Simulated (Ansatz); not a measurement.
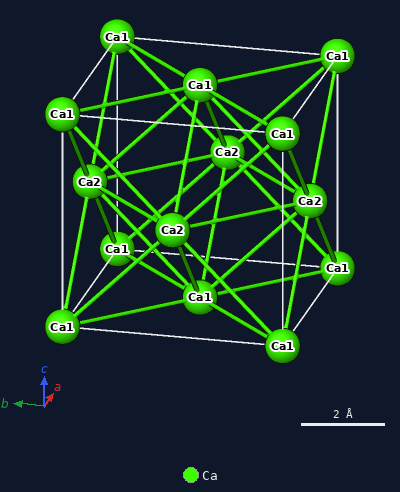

The input geometry (ball-and-stick view of the cell 2 times as large as that of the calculation, set on its symmetry axes, seen at an oblique angle; atoms are numbered from 1 in the order of the input). An atom can appear more than once, as a periodic image. Near neighbours in the periodic cell (some may lie outside the picture): Ca has 12 Ca at 3.91 Å.

# Single-point calculation, with input and output: Ca

System: Ca (Fm-3m, 2 atoms in the cell).
Method: DFT, PBE, all-electron LAPW, scalar-relativistic, no spin polarisation (Ansatz 0.2.0).

It belongs to a series of runs on one base structure; here: bulk in the slab's orientation, LAPW. Figures and captions count atoms from 1; the log counts them from 0 in places.

**Input**
```yaml
crystal:
  lattice:
    - [2.7627070339, 2.7627070339, 0.0]
    - [-2.7627070339, 2.7627070339, 0.0]
    - [0.0, 0.0, 5.5254140678]
  atoms:
    - { symbol: Ca, position: [0.0, 0.0, 0.0] }
    - { symbol: Ca, position: [0.5, 0.5, 0.5] }
kpoints:
  mp_grid: { grid: [9, 9, 7] }
scf:
  occupations: { method: fermi_dirac, width: 0.08 }
hamiltonian:
  xc: pbe
  pseudopotentials: { kind: all_electron, lapw: { basis_error: 0.001 } }
output:
  forces: true
  stress: true
  eigenvalues: true
```

Hardware: 1 thread of Arm Neoverse V1, 24 GiB of memory available, shared host.

Command:
```bash
ansatz run input.yaml --threads 1 --pin off --max-ram 3584MiB --backend cpu --events-out ev --progress --plain --runs-dir out
```

**What the program printed**
```
LAPW: plane waves up to 4.626 Å⁻¹, error target 1.0e-3 eV per atom; small_component_spin mean_spin; Ca in spheres of 1.954 Å, 10 of its electrons in bands, Dirac shells [] (how accurate: hamiltonian.pseudopotentials.lapw.basis_error, Limitations)
Engine: ansatz 0.2.0, aarch64-unknown-linux-gnu
Pseudopotentials: kind: all_electron
Pseudopotential: Ca, LAPW, valence charge 10, lapw/all_electron/scalar/gaussian/Ca, Koelling and Harmon's equation, gaussian nucleus
Functional definition: PBE
  parameter kappa = 0.804
  parameter beta = 0.06672455060314922
  exchange = pbe_x(kappa = kappa, mu = beta*pi^2/3)
  correlation = pbe_c(beta = beta)
Crystal: 2 atoms, lattice volume = 84.346 Å³
Basis set: ecut = 81.51835807003292 eV, 129 PW (Γ), exchange–correlation at level 2
Bands: 14, of which v1, the nominal top of the filled ones, is band 10 counted from 1 (9 counted from 0)
Symmetry: 32 space group operations
Space group: Fm-3m (ITA 225), of the structure as read, at distance tolerance 4.4e-5 Å
k-points: 60 of 567
Non-local potential: Ca, projectors of the file, none
Initial density: superposition of atomic densities (chi_scale 0.1, normalization cell)
Initial wavefunctions: plane waves of lowest kinetic energy (no species holds an atomic orbital)
Functional: x = pbe(κ = 0.804, μ = 0.2195149727645171), c = pbe(β = 0.06672455060314922)
iter 1 solved again at ethr=9.99e-5 eV; its pass at ethr=1.00e-1 eV (dr2=2.00e-2 eV) is discarded
SCF iter   1: F=—  HF=-37028.956413 eV  |F-HF|=—  |Δ(HF+E_count)|=         —  Δρ=3.52e-3  dr2=1.97e-2  ethr=9.99e-5  ⟨swp⟩=3.5  Hψ=6432  notcnv=0
preconditioner: auto → Kerker (q_TF=auto, 2.146 Å⁻¹)  [metal: Δε(μ)=0.029 eV  Ē_g=2.473 eV  σ=0.080 eV  W_gap=0.09  n_scr=14 (ndim 8)  ℏωp=8.1 eV  f_vac=0.000  D(μ)=2.84/eV (n_scr^D=20)]
SCF iter   2: F=—  HF=-37028.959240 eV  |F-HF|=—  |Δ(HF+E_count)|=   2.83e-3  Δρ=2.84e-3  dr2=1.32e-2  ethr=9.83e-5  ⟨swp⟩=2.0  Hψ=2836  notcnv=0
SCF iter   3: F=—  HF=-37028.963802 eV  |F-HF|=—  |Δ(HF+E_count)|=   4.56e-3  Δρ=1.57e-3  dr2=4.37e-3  ethr=6.60e-5  ⟨swp⟩=2.0  Hψ=2831  notcnv=0
iter 4 solved again at ethr=1.64e-6 eV; its pass at ethr=2.18e-5 eV (dr2=3.28e-4 eV) is discarded
SCF iter   4: F=—  HF=-37028.964131 eV  |F-HF|=—  |Δ(HF+E_count)|=   3.29e-4  Δρ=4.15e-4  dr2=3.27e-4  ethr=1.64e-6  ⟨swp⟩=2.0  Hψ=4584  notcnv=0
SCF iter   5: F=—  HF=-37028.964167 eV  |F-HF|=—  |Δ(HF+E_count)|=   3.54e-5  Δρ=7.82e-5  dr2=8.86e-6  ethr=1.63e-6  ⟨swp⟩=2.0  Hψ=2832  notcnv=0
SCF iter   6: F=—  HF=-37028.964166 eV  |F-HF|=—  |Δ(HF+E_count)|=   3.32e-7  Δρ=3.02e-5  dr2=1.18e-6  ethr=4.43e-8  ⟨swp⟩=2.0  Hψ=2832  notcnv=0
SCF iter   7: F=-37028.964167 eV  HF=-37028.964167 eV  |F-HF|=9.13e-9  |Δ(HF+E_count)|=   9.93e-8  Δρ=4.44e-6  dr2=2.37e-8  ethr=5.92e-9  ⟨swp⟩=2.0  Hψ=2832  notcnv=0
SCF 1 converged in 7 iterations: F = -37028.964167 eV  dr2 = 2.37e-8
```

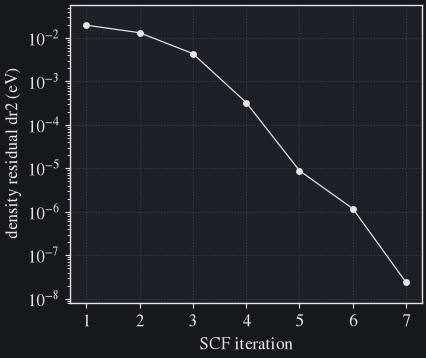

Convergence of the self-consistent field: density residual dr2 against the SCF iteration. The residual falls at every step.

```
SCF converged after 7 iterations
Free energy (F): -37028.964167 eV
Harris-Foulkes:  -37028.964167 eV  (|F-HF|=9.13e-9)
Internal energy: -37028.907831 eV  (E = F + TS)
E sigma→0 (E₀):  -37028.935999 eV
Entropy (-TS):   -0.056336 eV (-28.168 meV/atom)
Fermi energy:    5.241490 eV
--- Per-component energies (eV) ---
  E_band       = -344.583522
  E_kinetic    = 37317.571906
  E_xc         = -1966.203476
  E_electrostatic = -72380.276261  (all electrons and nuclei)
  E_smearing   = -0.056336  (= −TS)
  E_closure    = 0.000000  (closes the sum)
  E_atoms      = -37025.121175  (free atoms, spherical and without spin; not in F)
  Σ components = -37028.964167   (vs F -37028.964167, Δ=0.00e0)
  Basis errors (estimates in eV, not in F): energy 3.0e-4 per atom: plane waves 2.9e-4 (1.5e-4 summed), levels above the bands 7.4e-15, relativity 2.9e-9, radial functions 4.4e-6, core shells 7.8e-11; eigenvalues (radial functions only) 8.5e-7; not estimated: angular momenta, meshes, grids; target (lapw.basis_error) 1.0e-3; muffin-tin radii Ca 1.954 Å
--- Forces (eV/Å), atoms counted from 1 ---
  atom   1  Ca    -0.00000000    -0.00000000     0.00000000
  atom   2  Ca    -0.00000000    -0.00000000     0.00000000
  max |Σ_I F_I| component: 6.47e-32 eV/Å
--- Stress (GPa, compression-positive) ---
        0.016961       0.000000       0.000000
        0.000000       0.016961       0.000000
        0.000000       0.000000      -0.007866
  P = ⅓ Tr σ = 0.0087 GPa (0.087 kbar)
--- Band table (eV; the first three rows and the last of 60) ---
  k-point 0: bands = ["-36.7887", "-36.7707", "-17.8332", "-17.7530", "-17.7530", "-17.7032", "-17.7025", "-17.7025", "1.2134", "4.7837", "5.8157", "6.2011", "7.5741", "7.5742"]
  k-point 1: bands = ["-36.7878", "-36.7716", "-17.8271", "-17.7505", "-17.7505", "-17.7100", "-17.7050", "-17.7050", "1.3297", "4.4461", "5.8814", "6.3655", "7.4527", "7.6199"]
  k-point 2: bands = ["-36.7853", "-36.7741", "-17.8098", "-17.7435", "-17.7435", "-17.7288", "-17.7120", "-17.7120", "1.6717", "3.7206", "6.0734", "6.7283", "7.1418", "7.7597"]
  k-point 59: bands = ["-36.7710", "-36.7709", "-17.8031", "-17.7997", "-17.7881", "-17.7822", "-17.7513", "-17.7503", "5.2169", "5.3678", "5.8218", "5.9168", "5.9850", "6.0140"]
```

**Results in brief**

```csv
quantity,value
outcome,converged
space group (tolerance 0.01 Å),Fm-3m (225)
electrons in bands (core shells apart),20
free energy,−37028.9642 eV
Fermi energy,5.241 eV
pressure,0.01 GPa
largest force (length of the vector),under 0.001 eV/Å
wall time,5.1 s
peak memory,0.24 GiB
```
